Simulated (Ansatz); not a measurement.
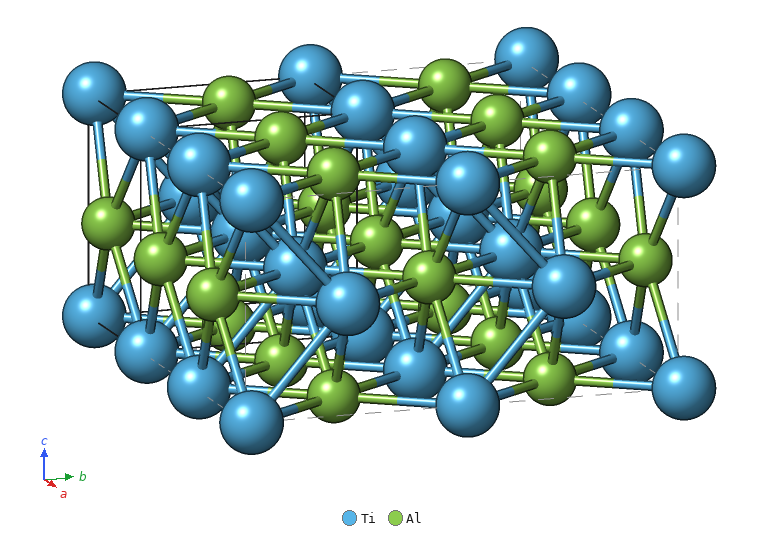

Drawn in the ball-and-stick manner and seen slightly off an axis. The picture spans 3×2×1 cells, one simulation cell being drawn with solid lines.

Input used:
```yaml
crystal:
  lattice:
    - [-3.1713456453, 0.0, 0.0]
    - [0.0, 3.1713456453, 3.1713456453]
    - [0.0, 3.1713456453, -3.1713456453]
  atoms:
    - { symbol: Ti, position: [1.0, 0.4727034294, 0.5] }
    - { symbol: Ti, position: [1.0, 0.0272965706, 0.0] }
    - { symbol: Al, position: [0.5, 0.5289857656, 0.0] }
    - { symbol: Al, position: [0.5, -0.0289857656, 0.5] }
basis:
  ecutwfc: 500
kpoints:
  mp_grid: { grid: [20, 14, 14] }
hamiltonian:
  xc: r2scan
scf:
  occupations: { method: gaussian, width: 0.15 }
output:
  forces: true
  stress: true
  eigenvalues: true
```
Run as:
```sh
ansatz run input.yaml --threads 2 --pin off --max-ram 5120MiB --backend cpu --events-out ev --progress --plain --runs-dir out
```

Theory: DFT r2SCAN, scalar-relativistic, plane waves, PAW in Ansatz 0.2.0. Numerical settings: 500 eV cutoff, k-points on a 20×14×14 grid, Gaussian smearing of 0.15 eV, no spin polarisation.

Does it come out as a metal, or with a gap?

A metal: bands cross the Fermi level.

Give the pressure and its sign.

The computed pressure is 0.4 GPa (compressed: it would expand). The stress isn't hydrostatic: its largest component is 1.6 GPa.

Provenance: a structure listed in the Materials Project. The cell was then strained or its atoms displaced on purpose. It was run through Ansatz as a DFT input.
